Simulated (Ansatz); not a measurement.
Run report: Al2Cu, single-point calculation

Al2Cu (12 atoms in the cell), computed with DFT r2SCAN, scalar-relativistic, plane waves, PAW, no spin polarisation (Ansatz 0.2.0).

The structure derives from a Materials Project entry. It belongs to a series of runs on one base structure; here: the relaxed cell repeated 4 times. Figures and captions count atoms from 1; the log counts them from 0 in places.

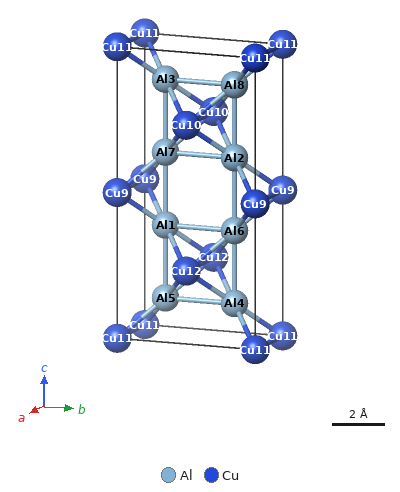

The structure (ball-and-stick view of the cell of the calculation, seen slightly off an axis; atoms are numbered from 1 in the order of the input). An atom can appear more than once, as a periodic image.

### Summary

```csv
quantity,value
outcome,converged
space group (tolerance 0.01 Å),P4/mmm (123)
electrons treated,100
free energy,−30848.7564 eV
Fermi energy,9.566 eV
gap on the k-point mesh,none (metallic)
pressure,0.01 GPa
largest force (length of the vector),under 0.001 eV/Å
hardware,"2 threads of Intel Xeon @ 2.50GHz (Skylake/Cascade Lake), 189 GiB of memory available, shared host"
wall time,3.6 min (CPU time 7.1 min)
peak memory,1.8 GiB
```

### The input
```yaml
crystal:
  lattice:
    - [0.0, 0.0, -2.8513253939]
    - [-4.0880282815, 4.0880282815, 0.0]
    - [8.1760565629, 8.1760565629, 0.0]
  atoms:
    - { symbol: Al, position: [0.5, 0.25, 0.375] }
    - { symbol: Al, position: [0.5, 0.75, 0.625] }
    - { symbol: Al, position: [0.5, 0.25, 0.875] }
    - { symbol: Al, position: [0.5, 0.75, 0.125] }
    - { symbol: Al, position: [0.5, 0.25, 0.125] }
    - { symbol: Al, position: [0.5, 0.75, 0.375] }
    - { symbol: Al, position: [0.5, 0.25, 0.625] }
    - { symbol: Al, position: [0.5, 0.75, 0.875] }
    - { symbol: Cu, position: [0.0, 0.0, 0.5] }
    - { symbol: Cu, position: [0.0, 0.5, 0.75] }
    - { symbol: Cu, position: [0.0, 0.0, 0.0] }
    - { symbol: Cu, position: [0.0, 0.5, 0.25] }
basis:
  ecutwfc: 500
kpoints:
  mp_grid: { grid: [16, 8, 4] }
hamiltonian:
  xc: r2scan
scf:
  occupations: { method: gaussian, width: 0.15 }
output:
  forces: true
  stress: true
  eigenvalues: true
  write_density: true
  write_potential: true
  elf: true
  volumetric_format: npy
```

Launched with:
```bash
ansatz run input.yaml --threads 2 --pin off --max-ram 5120MiB --backend cpu --events-out ev --progress --plain --runs-dir out
```

### Output
```
Engine: ansatz 0.2.0, x86_64-unknown-linux-gnu
Pseudopotentials: kind: paw
Pseudopotential: Al, paw, valence charge 3, recommended cutoff 500 eV (meta_gga), Al.paw.azcp
Pseudopotential: Cu, paw, valence charge 19, recommended cutoff 500 eV (meta_gga), Cu.paw.azcp
Functional definition: r2SCAN
  parameter k0 = 0.174
  parameter k1 = 0.065
  parameter a1 = 4.9479
  exchange = r2scan_x(k0 = k0, k1 = k1, a1 = a1)
  correlation = r2scan_c
Crystal: 12 atoms, lattice volume = 190.605 Å³
Basis set: ecut = 500 eV, 4877 PW (Γ), exchange–correlation on 96×180×360 points (64 copies of the dense FFT grid, shifted against one another)
Bands: 62, of which v1, the nominal top of the filled ones, is band 50 counted from 1 (49 counted from 0)
Symmetry: 32 space group operations
Space group: P4/mmm (ITA 123), of the structure as read, at distance tolerance 5.8e-5 Å
k-points: 135 of 512
Non-local potential: Al, projectors of the file, l = 0: 2, l = 1: 2, l = 2: 1
Non-local potential: Cu, projectors of the file, l = 0: 3, l = 1: 2, l = 2: 3, l = 3: 1
PAW form: soft (Blöchl's): semilocal exchange-correlation on the pseudo side does not see the compensation charge
PAW frozen core: Al, regenerated for the run's functional (the file was generated under x = pbe(κ = 0.804, μ = 0.2195149727645171), c = pbe(β = 0.06672455060314922))
PAW frozen core: Cu, regenerated for the run's functional (the file was generated under x = pbe(κ = 0.804, μ = 0.2195149727645171), c = pbe(β = 0.06672455060314922))
PAW one-centre angular grid: Al, 302 points (default); XC on 160 Gauss nodes
PAW one-centre angular grid: Cu, 590 points (default); XC on 160 Gauss nodes
Initial density: superposition of atomic densities (neutral atoms: chi_scale 0, normalization atom), corrected by the library's trained network
Initial wavefunctions: pseudopotential atomic-orbital guess
Functional: x = r2scan, c = r2scan; τ floored in thin density (d = 2e-4 eV/Å³)
SCF iter   1: F=—  HF=-30848.722295 eV  |F-HF|=—  |Δ(HF+E_count)|=         —  Δρ=1.78e-2  dr2=4.08e-1  dr2_τ=4.07e-2  ethr=1.77e-3  ⟨swp⟩=7.9  Hψ=35937  notcnv=0  defer=3
preconditioner: auto → Kerker (q_TF=auto, 2.450 Å⁻¹)  [metal: Δε(μ)=0.021 eV  Ē_g=7.736 eV  σ=0.150 eV  W_gap=0.08  n_scr=42 (ndim 8)  ℏωp=22.2 eV  f_vac=0.000  D(μ)=2.96/eV (n_scr^D=16)]
SCF iter   2: F=—  HF=-30848.818562 eV  |F-HF|=—  |Δ(HF+E_count)|=   9.63e-2  Δρ=1.30e-2  dr2=1.72e-1  dr2_τ=2.25e-3  ethr=4.08e-4  ⟨swp⟩=2.1  Hψ=15081  notcnv=0  defer=574
SCF iter   3: F=—  HF=-30848.762542 eV  |F-HF|=—  |Δ(HF+E_count)|=   5.60e-2  Δρ=3.68e-3  dr2=2.77e-2  dr2_τ=1.05e-4  ethr=1.72e-4  ⟨swp⟩=2.0  Hψ=12882  notcnv=0  defer=574
SCF iter   4: F=—  HF=-30848.756468 eV  |F-HF|=—  |Δ(HF+E_count)|=   6.07e-3  Δρ=9.12e-4  dr2=1.48e-3  dr2_τ=1.98e-5  ethr=2.77e-5  ⟨swp⟩=2.1  Hψ=13358  notcnv=0  defer=558
SCF iter   5: F=—  HF=-30848.756539 eV  |F-HF|=—  |Δ(HF+E_count)|=   7.12e-5  Δρ=5.44e-4  dr2=4.75e-4  dr2_τ=2.42e-6  ethr=1.48e-6  ⟨swp⟩=2.1  Hψ=11179  notcnv=0  defer=555
SCF iter   6: F=—  HF=-30848.756441 eV  |F-HF|=—  |Δ(HF+E_count)|=   9.83e-5  Δρ=1.53e-4  dr2=4.39e-5  dr2_τ=1.71e-7  ethr=4.75e-7  ⟨swp⟩=2.7  Hψ=12605  notcnv=0  defer=555
SCF iter   7: F=—  HF=-30848.756435 eV  |F-HF|=—  |Δ(HF+E_count)|=   5.97e-6  Δρ=6.60e-5  dr2=6.70e-6  dr2_τ=1.40e-8  ethr=4.39e-8  ⟨swp⟩=2.2  Hψ=11830  notcnv=0  defer=553
SCF iter   8: F=—  HF=-30848.756435 eV  |F-HF|=—  |Δ(HF+E_count)|=   3.05e-7  Δρ=6.75e-6  dr2=1.08e-7  dr2_τ=2.36e-10  ethr=6.70e-9  ⟨swp⟩=2.0  Hψ=11491  notcnv=0  defer=553
SCF iter   9: F=-30848.756435 eV  HF=-30848.756435 eV  |F-HF|=1.86e-9  |Δ(HF+E_count)|=   4.15e-8  Δρ=1.37e-6  dr2=7.17e-9  dr2_τ=4.43e-11  ethr=1.00e-10  ⟨swp⟩=14.7  Hψ=54894  notcnv=0
SCF 1 converged in 9 iterations: F = -30848.756435 eV  dr2 = 7.17e-9
  greatest PAW one-centre occupation: 1.000 electrons in one spin orbital (limit 2), on the Cu atom at site 11 (counted from 0), in its partial waves of l = 0
```

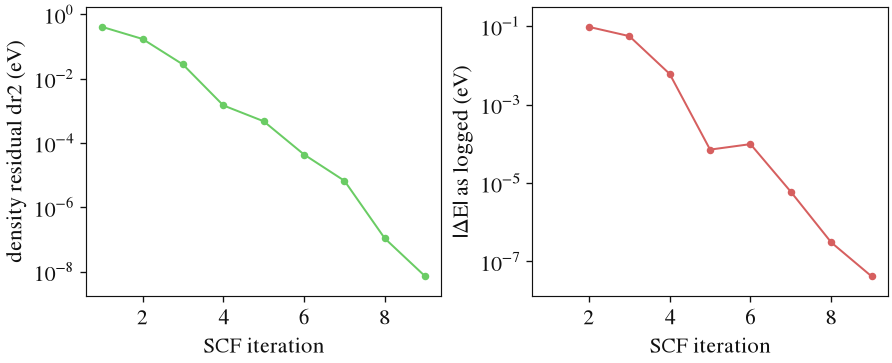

Convergence of the self-consistent field: density residual dr2 and size of the energy change against the SCF iteration. The residual falls at every step.

```
SCF converged after 9 iterations
Free energy (F): -30848.756435 eV
Harris-Foulkes:  -30848.756435 eV  (|F-HF|=1.86e-9)
Internal energy: -30848.723995 eV  (E = F + TS)
E sigma→0 (E₀):  -30848.740215 eV
Entropy (-TS):   -0.032439 eV (-2.703 meV/atom)
Fermi energy:    9.565670 eV
--- Per-component energies (eV) ---
  E_band       = -2078.335405
  E_kinetic    = 1383.865739
  E_local      = -24679.470962  (includes V_loc(G=0)·N_el)
  E_nonlocal   = 1633.474239
  E_hartree    = 11122.176723
  E_xc         = -632.176239
  E_vxc        = -755.416292  (∫ρ·V_xc dr)
  E_paw        = -10476.545358  (= ΣΔE_a)
  E_vpaw       = -1953.182294  (= ΣTr[D̂ρ^β])
  E_aug_tail   = 0.000571  (compensation charges beyond the density's cutoff)
  E_vtau       = 48.031203  (kinetic-family band-sum trace: ∫τ·v_τ [+ j·A + Jᵃ·Aᵃ] dr)
  E_ewald      = -9198.363412
  E_core_change = -1.685296  (= ΣΔE_core)
  E_smearing   = -0.032439  (= −TS)
  E_closure    = 0.000000  (closes the sum)
  Σ components = -30848.756435   (vs F -30848.756435, Δ=0.00e0)
--- Forces (eV/Å), atoms counted from 1 ---
  atom   1  Al     0.00000000     0.00000000     0.00000000
  atom   2  Al    -0.00000000    -0.00000000     0.00000000
  atom   3  Al     0.00000000     0.00000000     0.00000000
  atom   4  Al    -0.00000000    -0.00000000     0.00000000
  atom   5  Al    -0.00000000     0.00000000     0.00000000
  atom   6  Al     0.00000000    -0.00000000     0.00000000
  atom   7  Al    -0.00000000    -0.00000000     0.00000000
  atom   8  Al    -0.00000000    -0.00000000     0.00000000
  atom   9  Cu     0.00000000     0.00000000     0.00000000
  atom  10  Cu     0.00000000    -0.00000000     0.00000000
  atom  11  Cu     0.00000000     0.00000000     0.00000000
  atom  12  Cu     0.00000000    -0.00000000     0.00000000
  max |Σ_I F_I| component: 2.91e-28 eV/Å
--- Stress (GPa, compression-positive) ---
        0.125188       0.000000      -0.000000
        0.000000       0.125188       0.000000
       -0.000000       0.000000      -0.228425
  P = ⅓ Tr σ = 0.0073 GPa (0.073 kbar)
--- Band table (eV; the first three rows and the last of 135) ---
  k-point 0: bands = ["-108.4653", "-108.4653", "-108.4653", "-108.4653", "-64.2724", "-64.2724", "-64.2723", "-64.2723", "-64.2723", "-64.2723", "-64.2722", "-64.2722", "-64.2503", "-64.2503", "-64.2503", "-64.2503", "-1.7087", "-0.6036", "-0.6036", "1.8534", "2.6657", "2.6657", "3.3003", "3.3003", "3.7972", "3.8401", "3.8401", "3.8742", "4.3873", "4.7308", "4.7308", "5.0033", "5.0805", "5.1175", "5.3333", "5.3333", "5.3438", "5.3438", "5.3452", "5.3452", "5.3571", "5.3571", "5.4358", "5.4358", "5.7063", "5.7063", "6.8869", "6.8869", "7.0068", "9.6537", "9.7776", "9.7776", "10.5542", "13.4637", "13.4637", "14.7974", "14.7974", "16.2044", "16.2044", "16.2920", "16.8711", "17.0744"]
  k-point 1: bands = ["-108.4653", "-108.4653", "-108.4653", "-108.4653", "-64.2724", "-64.2724", "-64.2723", "-64.2723", "-64.2723", "-64.2723", "-64.2723", "-64.2723", "-64.2503", "-64.2503", "-64.2503", "-64.2503", "-1.6383", "-1.0811", "-0.0073", "1.4047", "2.7128", "2.9121", "3.0556", "3.5148", "3.5372", "3.8368", "4.0062", "4.1218", "4.3674", "4.6014", "4.8516", "5.0252", "5.0550", "5.1630", "5.2242", "5.3340", "5.3342", "5.3394", "5.3407", "5.3485", "5.3498", "5.3560", "5.3562", "5.5123", "5.7556", "5.9380", "6.6501", "6.6834", "7.1453", "8.5259", "10.0408", "10.9294", "11.2254", "12.1328", "13.3464", "14.7674", "14.8908", "16.2789", "16.3606", "16.4243", "16.8680", "16.9008"]
  k-point 2: bands = ["-108.4653", "-108.4653", "-108.4653", "-108.4653", "-64.2724", "-64.2724", "-64.2724", "-64.2724", "-64.2723", "-64.2723", "-64.2723", "-64.2723", "-64.2503", "-64.2503", "-64.2503", "-64.2503", "-1.4280", "-1.4280", "0.6835", "0.6835", "2.8488", "2.8488", "3.2094", "3.2094", "3.7234", "3.7234", "4.2927", "4.2927", "4.3742", "4.3742", "4.9742", "4.9742", "5.0947", "5.0947", "5.3097", "5.3097", "5.3361", "5.3361", "5.3368", "5.3368", "5.3529", "5.3529", "5.3536", "5.3536", "6.1867", "6.1867", "6.2809", "6.2809", "7.6251", "7.6251", "10.9556", "10.9556", "11.7874", "11.7874", "13.1419", "13.1419", "16.3547", "16.3547", "16.5011", "16.5011", "16.5650", "16.5650"]
  k-point 134: bands = ["-108.4644", "-108.4644", "-108.4644", "-108.4644", "-64.2710", "-64.2710", "-64.2710", "-64.2710", "-64.2710", "-64.2710", "-64.2710", "-64.2710", "-64.2662", "-64.2662", "-64.2662", "-64.2662", "3.3293", "3.3293", "3.3293", "3.3293", "4.0523", "4.0523", "4.0523", "4.0523", "4.0756", "4.0756", "4.0756", "4.0756", "4.6195", "4.6195", "4.6195", "4.6195", "4.9257", "4.9257", "4.9257", "4.9257", "5.1887", "5.1887", "5.1887", "5.1887", "6.4314", "6.4314", "6.4314", "6.4314", "7.6184", "7.6184", "7.6184", "7.6184", "8.3452", "8.3452", "8.3452", "8.3452", "12.0110", "12.0110", "12.0110", "12.0110", "12.1291", "12.1291", "12.1291", "12.1291", "13.7646", "13.7646"]
```

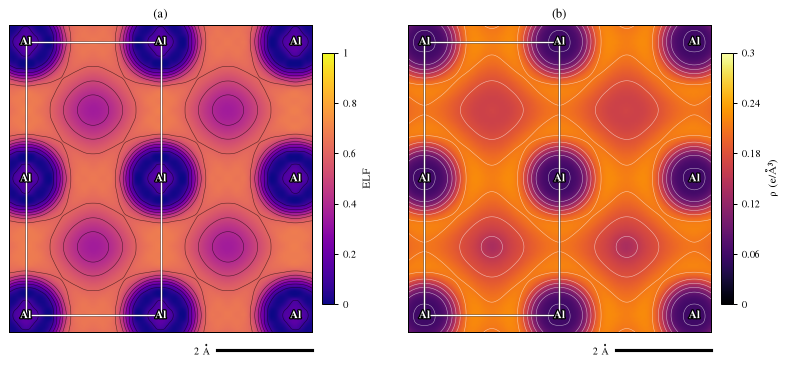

(a) ELF; (b) valence electron density on the (001) plane of the calculation cell. Atoms in the plane: Al. Al–Al (2.85 Å): the density is about 0.22 e/Å³ at the midpoint; the ELF peaks at about 0.65 between the atoms. Away from the nuclei the density in this plane falls to 0.14 e/Å³ at its lowest. The fields are those of the smooth PAW valence density.

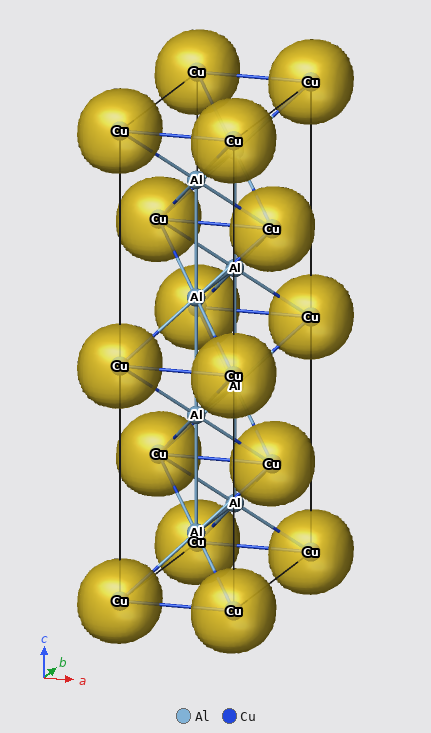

Isosurface of the valence charge density (pseudo) at 0.4 e/Å³ (yellow), seen slightly off an axis. Sticks mark near contacts. The outline is the calculation cell. At this value the density breaks into separate islands; it holds about 70 % of the electrons treated as valence (semicore included). It is pinched off along the Al–Cu (2.49 Å), Al–Al (2.85 Å) and Cu–Cu (2.85 Å) contacts. On the grid the lowest density along these lines, outside the cores, is 0.26 e/Å³ (Al–Cu, 2.49 Å), 0.22 e/Å³ (Al–Al, 2.85 Å) and 0.22 e/Å³ (Cu–Cu, 2.85 Å).
